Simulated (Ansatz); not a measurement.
**What a change does: single-point calculation on SnO$_{2}$**

System: SnO$_{2}$ (6 atoms in the cell).
Method of run A: DFT PBE, scalar-relativistic, plane waves, PAW, no spin polarisation (Ansatz 0.2.0).

The structure derives from an entry of the Crystallography Open Database. Text and figures count atoms from 1; the logs count them from 0 in places.

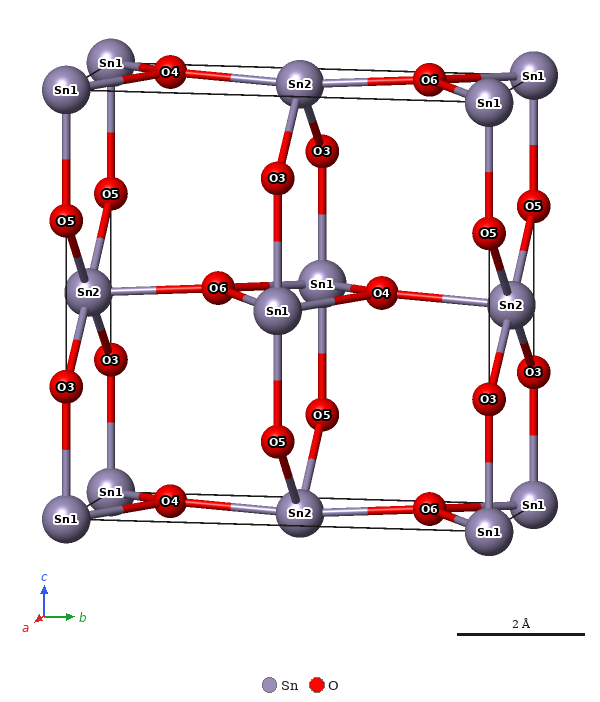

Fig. 1: The input geometry (ball-and-stick view of the cell 2 times as large as that of the calculation, set on its symmetry axes, seen slightly off an axis; atoms are numbered from 1 in the order of the input). An atom can appear more than once, as a periodic image.

**Input, run A**
```yaml
crystal:
  lattice:
    - [4.8277050007, 0.0, 0.0]
    - [0.0, 4.8277050007, 0.0]
    - [0.0, 0.0, 3.2379909335]
  atoms:
    - { symbol: Sn, position: [-0.0005326032, -0.0005326032, 0.0] }
    - { symbol: Sn, position: [0.4960092819, 0.4960092819, 0.5] }
    - { symbol: O, position: [0.30800705, 0.30800705, 0.0] }
    - { symbol: O, position: [0.2087741074, 0.8219842808, 0.5] }
    - { symbol: O, position: [0.6947968766, 0.6947968766, 0.0] }
    - { symbol: O, position: [0.8219842808, 0.2087741074, 0.5] }
basis:
  ecutwfc: 420
kpoints:
  mp_grid: { grid: [6, 6, 8] }
hamiltonian:
  xc: pbe
scf:
  occupations: { method: gaussian, width: 0.05 }
output:
  forces: true
  stress: true
  eigenvalues: true
```

Command:
```bash
ansatz run input.yaml --threads 2 --pin off --max-ram 5120MiB --backend cpu --events-out ev --progress --plain --runs-dir out
```

Hardware: 2 threads of Arm Neoverse V2, 24 GiB of memory available, shared host.

**Output, shortened to warnings, some set-up lines, iterations and results (run A)**
```
Basis set: ecut = 420 eV, 1495 PW (Γ), exchange–correlation on 72×72×48 points (8 copies of the dense FFT grid, shifted against one another)
Symmetry: 4 space group operations
k-points: 65 of 288 (time reversal used)
Initial density: superposition of atomic densities (neutral atoms: chi_scale 0, normalization atom), corrected by the library's trained network
[...]
SCF iter   1: F=—  HF=-14317.927143 eV  |F-HF|=—  |Δ(HF+E_count)|=         —  Δρ=1.33e-3  dr2=5.98e-4  ethr=1.77e-3  ⟨swp⟩=6.1  Hψ=9143  notcnv=0  defer=7
SCF iter   2: F=—  HF=-14317.928984 eV  |F-HF|=—  |Δ(HF+E_count)|=   1.84e-3  Δρ=6.43e-4  dr2=1.21e-4  ethr=1.15e-6  ⟨swp⟩=2.2  Hψ=4314  notcnv=0  defer=16
SCF iter   3: F=—  HF=-14317.929253 eV  |F-HF|=—  |Δ(HF+E_count)|=   2.69e-4  Δρ=2.60e-4  dr2=3.25e-5  ethr=2.32e-7  ⟨swp⟩=2.9  Hψ=3938  notcnv=0
SCF iter   4: F=—  HF=-14317.929271 eV  |F-HF|=—  |Δ(HF+E_count)|=   1.82e-5  Δρ=5.15e-5  dr2=1.70e-6  ethr=6.24e-8  ⟨swp⟩=2.0  Hψ=2765  notcnv=0
SCF iter   5: F=—  HF=-14317.929273 eV  |F-HF|=—  |Δ(HF+E_count)|=   1.75e-6  Δρ=4.18e-5  dr2=1.04e-6  ethr=3.27e-9  ⟨swp⟩=2.0  Hψ=3004  notcnv=0
SCF iter   6: F=-14317.929273 eV  HF=-14317.929273 eV  |F-HF|=7.74e-8  |Δ(HF+E_count)|=   3.16e-8  Δρ=1.12e-5  dr2=5.77e-8  ethr=1.92e-10  ⟨swp⟩=6.7  Hψ=9462  notcnv=0
SCF 1 converged in 6 iterations: F = -14317.929273 eV  dr2 = 5.77e-8
SCF converged after 6 iterations
Free energy (F): -14317.929273 eV
Harris-Foulkes:  -14317.929273 eV  (|F-HF|=7.74e-8)
Internal energy: -14317.929273 eV  (E = F + TS)
E sigma→0 (E₀):  -14317.929273 eV
Fermi energy:    9.086322 eV
--- Per-component energies (eV) ---
  E_band       = -154.499058
  E_kinetic    = 1077.848482
  E_local      = -2960.517460  (includes V_loc(G=0)·N_el)
  E_nonlocal   = 133.793627
  E_hartree    = 1522.532136
  E_xc         = -1053.253621
  E_vxc        = -561.662456  (∫ρ·V_xc dr)
  E_paw        = -8928.202964  (= ΣΔE_a)
  E_vpaw       = -889.044957  (= ΣTr[D̂ρ^β])
  E_aug_tail   = 0.009843  (compensation charges beyond the density's cutoff)
  E_ewald      = -4110.139317
  E_smearing   = -0.000000  (= −TS)
  E_closure    = -0.000000  (closes the sum)
  Σ components = -14317.929273   (vs F -14317.929273, Δ=0.00e0)
--- Forces (eV/Å), atoms counted from 1 ---
  atom   1  Sn     0.05846899     0.05846899     0.00000000
  atom   2  Sn     0.40851692     0.40851692     0.00000000
  atom   3  O     -0.02044976    -0.02044976     0.00000000
  atom   4  O     -0.20145015    -0.22901981     0.00000000
  atom   5  O     -0.01607410    -0.01607410     0.00000000
  atom   6  O     -0.22901981    -0.20145015     0.00000000
  max |Σ_I F_I| component: 7.91e-6 eV/Å
--- Stress (GPa, compression-positive) ---
       -0.167781       0.113381       0.000000
        0.113381      -0.167781       0.000000
        0.000000       0.000000       0.134831
  P = ⅓ Tr σ = -0.0669 GPa (-0.669 kbar)
```

The input of run B differs as follows (lines with − go, lines with + come):
```diff
+  max_iter: 75
+magnetization:
+  spin_polarized: true
+  initial_magnetization: 1
```

How does run B compare with run A?

The energy is the same within 0.01 meV per atom. With spin allowed, the absolute moment of the cell comes to 0.00 μB. The SCF takes 15 iterations against 6. On the same kind of shared host run B took about 4.6 times as long. The two runs start from different initial densities, which also moves the count.

**Output, shortened to warnings, some set-up lines, iterations and results (run B)**
```
WARN: the starting moments were not kept: the SCF closed with an absolute magnetisation of 3.3e-6 μB, where they sum to 1 μB in size (6 sites). That is at most 0.1 of that sum. Measured as dr2_m measures the in/out step, that magnetisation stands 1.6e-12 eV from none, at or under the dr2_threshold of 1.0e-7 eV: it is no larger than a step whose dr2_m would equal this threshold. The system may …
Basis set: ecut = 420 eV, 1495 PW (Γ), exchange–correlation on 72×72×48 points (8 copies of the dense FFT grid, shifted against one another)
Symmetry: 4 space group operations
k-points: 65 of 288 (time reversal used)
Initial density: superposition of atomic densities (chi_scale 0.1, normalization cell, long waves kept (reshape's long-wave potential 0.00 eV rms))
[...]
SCF iter   1: F=—  HF=-14316.850477 eV  |F-HF|=—  |Δ(HF+E_count)|=         —  Δρ=4.09e-2 (↑3.49e-2 ↓4.09e-2)  dr2=3.04e0  dr2_m=7.66e-2  M=1.000 μB ∫|m|=1.022 μB  β_m=1.00  …
SCF iter   2: F=—  HF=-14318.285551 eV  |F-HF|=—  |Δ(HF+E_count)|=         —  Δρ=3.83e-2 (↑2.89e-2 ↓3.83e-2)  dr2=1.87e0  dr2_m=1.57e-1  M=0.000 μB ∫|m|=0.134 μB  β_m=0.30  …
SCF iter   3: F=—  HF=-14318.030068 eV  |F-HF|=—  |Δ(HF+E_count)|=   2.55e-1  Δρ=2.49e-2 (↑2.20e-2 ↓2.49e-2)  dr2=7.68e-1  dr2_m=8.31e-2  M=0.000 μB ∫|m|=0.104 μB  β_m=0.30  …
SCF iter   4: F=—  HF=-14317.912235 eV  |F-HF|=—  |Δ(HF+E_count)|=   1.18e-1  Δρ=1.44e-2 (↑1.44e-2 ↓8.83e-3)  dr2=1.06e-1  dr2_m=4.41e-2  M=0.000 μB ∫|m|=0.081 μB  β_m=0.30  …
SCF iter   5: F=—  HF=-14317.917240 eV  |F-HF|=—  |Δ(HF+E_count)|=   5.01e-3  Δρ=7.52e-3 (↑4.70e-3 ↓7.52e-3)  dr2=1.23e-2  dr2_m=2.36e-2  M=0.000 μB ∫|m|=0.063 μB  β_m=0.30  …
[... 6 lines ...]
SCF iter  12: F=—  HF=-14317.929273 eV  |F-HF|=—  |Δ(HF+E_count)|=   7.72e-7  Δρ=2.35e-5 (↑1.86e-5 ↓2.35e-5)  dr2=1.00e-6  dr2_m=3.55e-8  M=0.000 μB ∫|m|=0.000 μB  β_m=0.68  …
SCF iter  13: F=—  HF=-14317.929273 eV  |F-HF|=—  |Δ(HF+E_count)|=   1.72e-7  Δρ=3.31e-6 (↑3.25e-6 ↓3.31e-6)  dr2=1.48e-8  dr2_m=4.35e-9  M=0.000 μB ∫|m|=0.000 μB  β_m=0.74  …
SCF iter  14: F=—  HF=-14317.929273 eV  |F-HF|=—  |Δ(HF+E_count)|=   7.08e-9  Δρ=1.76e-6 (↑1.76e-6 ↓1.65e-6)  dr2=4.97e-9  dr2_m=6.59e-10  M=0.000 μB ∫|m|=0.000 μB  β_m=0.74  …
SCF iter  15: F=-14317.929273 eV  HF=-14317.929273 eV  |F-HF|=2.24e-10  |Δ(HF+E_count)|=   1.55e-9  Δρ=5.92e-7 (↑4.93e-7 ↓5.92e-7)  dr2=7.28e-10  dr2_m=2.29e-11  M=0.000 μB …
SCF 1 converged in 15 iterations: F = -14317.929273 eV  dr2 = 7.28e-10
WARN: the starting moments were not kept: the SCF closed with an absolute magnetisation of 3.3e-6 μB, where they sum to 1 μB in size (6 sites). That is at most 0.1 of that sum. Measured as dr2_m measures the in/out step, that magnetisation stands 1.6e-12 eV from none, at or under the dr2_threshold …
SCF converged after 15 iterations
Magnetization: 0.0000 μB (26.0000 up, 26.0000 down)
Absolute magnetization: 0.0000 μB (∫|ρ↑−ρ↓|, with the PAW one-centre terms)
Spin contamination: 0.0000 ħ² per cell (⟨S²⟩ above its minimum at these occupations)
Per-site moments (μB) at R_I (Å): [(-4.769962159761588e-8, 0.8580450875895229), (-3.914655695683632e-8, 0.852258538783914), (-3.206548980897565e-7, 0.852258538783914), (-2.7404208910809527e-8, 0.862940359744489), (1.3619576796564365e-7, 0.8580450875895229), (-2.740420886882369e-8, …
Free energy (F): -14317.929273 eV
Harris-Foulkes:  -14317.929273 eV  (|F-HF|=2.24e-10)
Internal energy: -14317.929273 eV  (E = F + TS)
E sigma→0 (E₀):  -14317.929273 eV
Fermi energy:    9.086245 eV
--- Per-component energies (eV) ---
  E_band       = -154.507034
  E_kinetic    = 1077.847700
  E_local      = -2960.518832  (includes V_loc(G=0)·N_el)
  E_nonlocal   = 133.794129
  E_hartree    = 1522.534156
  E_xc         = -1053.253441
[...]
```

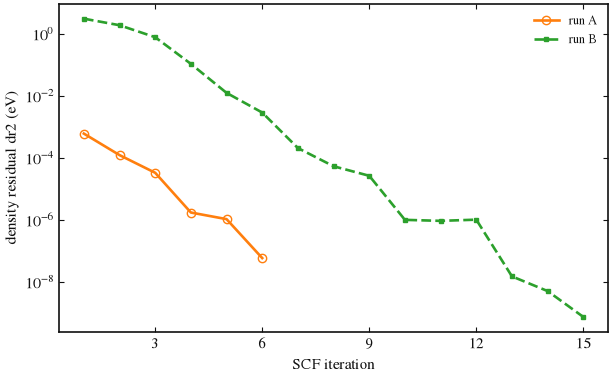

Fig. 2: Convergence of the two runs: density residual dr2 against the SCF iteration. Run A takes 6 iterations in all, and run B takes 15.

**The two runs side by side**

| quantity | run A | run B |
| --- | --- | --- |
| outcome | converged | converged |
| free energy per atom (eV) | −2386.3215 | −2386.3215 |
| gap on the mesh (eV) | 0.69 | 0.69 |
| pressure (GPa) | −0.07 | −0.07 |
| largest force (eV/Å) | 0.578 | 0.578 |
| SCF iterations | 6 | 15 |
| irreducible k-points | 65 | 65 |
| plane waves at Γ | 1495 | 1495 |
| net moment of the cell (μB) | – | 0.00 |
| absolute moment of the cell (μB) | – | 0.00 |
| wall time (shared host) | 6.2 s | 29 s |

For run B: The input was spoiled on purpose: an impossible spin (`magnetization`). It did no harm here: the run converged to the energy of the sound run within 1 meV per atom. Warnings: some starting moments were not kept.
